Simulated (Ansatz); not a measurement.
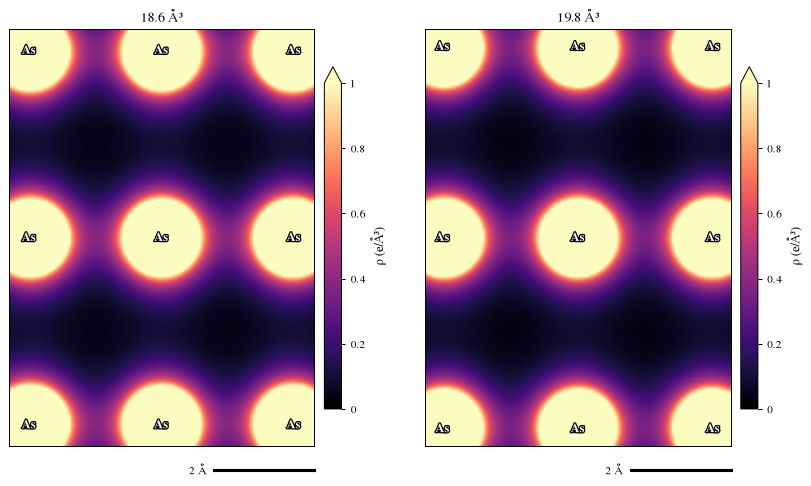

As. The valence pseudo-density of cells scaled evenly to different volumes (given per atom above each panel), on the (110) plane of each (indices in the axes of the cell below), at one length scale and on one colour scale.

A structure from a database of computed crystals, not necessarily the ambient phase.

The calculation used Kohn-Sham DFT of a periodic cell, LDA, Ansatz PAW (Ansatz).

Core electrons are frozen (PAW), and the valence fields are smoothed inside the atomic spheres.

The largest cell:

```cif
data_structure
_symmetry_space_group_name_H-M 'P 1'
_symmetry_Int_Tables_number 1
_cell_length_a 2.7037
_cell_length_b 2.7037
_cell_length_c 2.7037
_cell_angle_alpha 90.000
_cell_angle_beta 90.000
_cell_angle_gamma 90.000
_cell_volume 19.76
loop_
_atom_site_label
_atom_site_type_symbol
_atom_site_fract_x
_atom_site_fract_y
_atom_site_fract_z
_atom_site_occupancy
As1 As 0.50000 0.50000 0.50000 1
```

| volume (Å³/atom) | As–As contact in the plane (Å) | ρ at its midpoint (e/Å³) | pressure (GPa) | 
| --- | --- | --- | --- |
| 18.58 | 2.648 | 0.385 | 2.6 | 
| 18.97 | 2.667 | ? | ? | 
| 19.76 | 2.704 | 0.351 | −3.2 | 

**What values belong in the row with question marks?**

Over the known rows ln ρ falls by 1.65 per Å of As–As distance (the line through the two), which gives 0.373 e/Å³ at 2.667 Å; the calculation gives 0.373 e/Å³. For the pressure, a straight line in volume between the neighbouring rows gives 0.7 GPa; the calculation gives 0.4.
